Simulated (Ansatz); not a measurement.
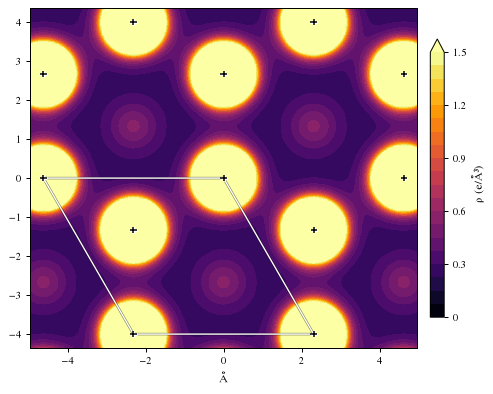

The valence electron density on a plane through atoms (crosses mark nuclei in the plane).

Computed with DFT, PBEsol, plane waves (420 eV) with PAW, scalar-relativistic (Ansatz).

Candidates:
A. Yb, a = 4.04 Å, b = 4.04 Å, c = 4.04 Å, α = 90.00°, β = 90.00°, γ = 90.00°. Space group Im-3m; set up as Yb, bcc; a generated structure, not necessarily the stable one; changed on purpose from its base cell (volume × 1.04); computed without spin polarisation; no Hubbard U on the f states and no spin–orbit coupling.
B. Cd, a = 4.55 Å, b = 4.55 Å, c = 4.55 Å, α = 90.00°, β = 90.00°, γ = 90.00°. Space group Fm-3m; set up as Cd, fcc; a generated structure, not necessarily the stable one; changed on purpose from its base cell (volume × 1.12); computed pressure about −5 GPa in this cell.
C. Mo, a = 4.62 Å, b = 4.62 Å, c = 2.54 Å, α = 90.00°, β = 90.00°, γ = 120.00°. Space group P6/mmm; set up as Mo, omega (AlB2-type); a generated structure, not necessarily the stable one; computed without spin polarisation.

Which candidate gave the map?

Candidate C: Mo on the (001) plane of the conventional cell, which holds Mo. Mo–Mo (2.67 Å): the density is about 0.41 e/Å³ at the midpoint.
